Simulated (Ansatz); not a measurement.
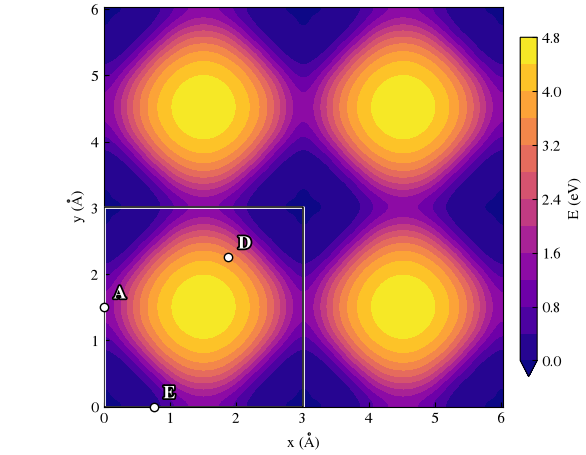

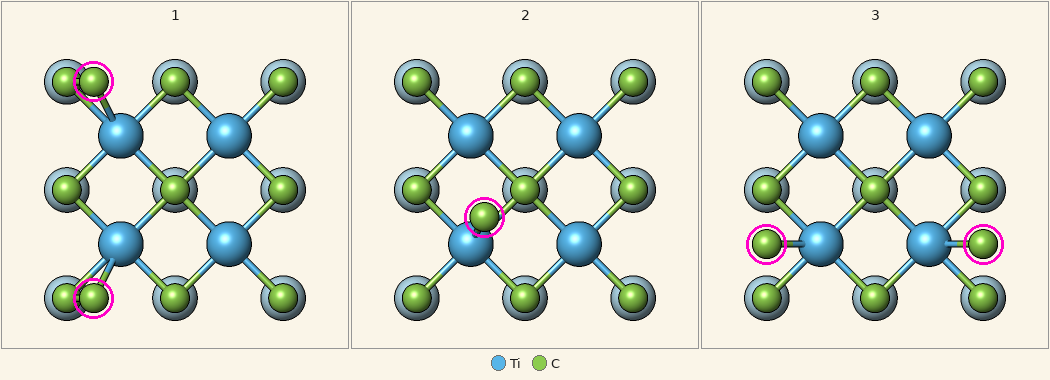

C on a TiC(100) slab cut from the Fm-3m phase, its upper half relaxed before the scan (24 atoms of substrate and one adsorbate in a 2 × 2 cell). C is moved over the surface cell; relaxed at each place: the height of the adsorbate's atoms; substrate rigid; the origin of the map has the adsorbate above C21. Places are given modulo a cell vector. The map is drawn in real space over the plane of the surface. The grid has 8 × 8 points; 15 points were computed and 49 follow by symmetry. Places are given in fractions of the 1 × 1 surface cell. Energies are in eV, from the lowest grid point. Method: DFT LDA, scalar-relativistic, plane waves, PAW (Ansatz). Settings: cutoff 420 eV, k-mesh 5×5×1, gaussian smearing 0.1 eV, no spin polarisation.

Drawn: filled contours, the outline of one cell of the 2 × 2 shown, lettered points. Between grid points the surface is interpolated. The numbered pictures are the structures at these points, in random order. Rings mark the moved atoms.

Question: Which structure belongs to which point?

Answer: A is structure 3: a fourfold hollow (C–C–Ti–Ti), (0/8, 4/8) of the cell vectors, 1.33 eV; D is structure 2: (5/8, 6/8) of the cell vectors [nearest 1 Ti at 1.85 Å], 3.49 eV; E is structure 1: (2/8, 0/8) of the cell vectors [nearest 1 C at 1.36 Å], 0.23 eV.
